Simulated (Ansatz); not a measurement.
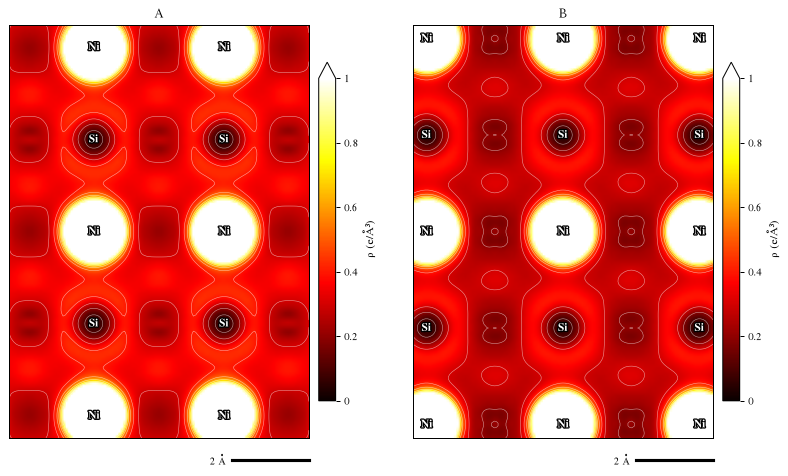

SiNi₃. The valence electron density of two cells that differ in size, on the (110) plane of each (indices in the axes of the calculation cell), at one length scale and on one colour scale: B has 11.1 Å³ an atom and A 9.7.

Space group Pm-3m; spin-polarised, but the moments vanished.

The calculation used Ansatz 0.2.0, Kohn-Sham DFT of a periodic cell, PBE, Ansatz PAW.

Core electrons are frozen (PAW), and the valence fields are smoothed inside the atomic spheres.

The larger cell:

```cif
data_structure
_symmetry_space_group_name_H-M 'P 1'
_symmetry_Int_Tables_number 1
_cell_length_a 3.5420
_cell_length_b 3.5420
_cell_length_c 3.5420
_cell_angle_alpha 90.000
_cell_angle_beta 90.000
_cell_angle_gamma 90.000
_cell_volume 44.44
loop_
_atom_site_label
_atom_site_type_symbol
_atom_site_fract_x
_atom_site_fract_y
_atom_site_fract_z
_atom_site_occupancy
Ni1 Ni 0.50000 0.50000 0.00000 1
Ni2 Ni 0.50000 0.00000 0.50000 1
Ni3 Ni 0.00000 0.50000 0.50000 1
Si1 Si 0.00000 0.00000 0.00000 1
```

The smaller cell: a = 3.382 Å, b = 3.382 Å, c = 3.382 Å, α = 90.00°, β = 90.00°, γ = 90.00°.

**What changes from the larger cell to the smaller?**

From the larger cell to the smaller, Si–Ni goes from 2.50 to 2.39 Å, and the density at its midpoint from 0.35 to 0.42 e/Å³; the pressure goes from −6 to 30 GPa.
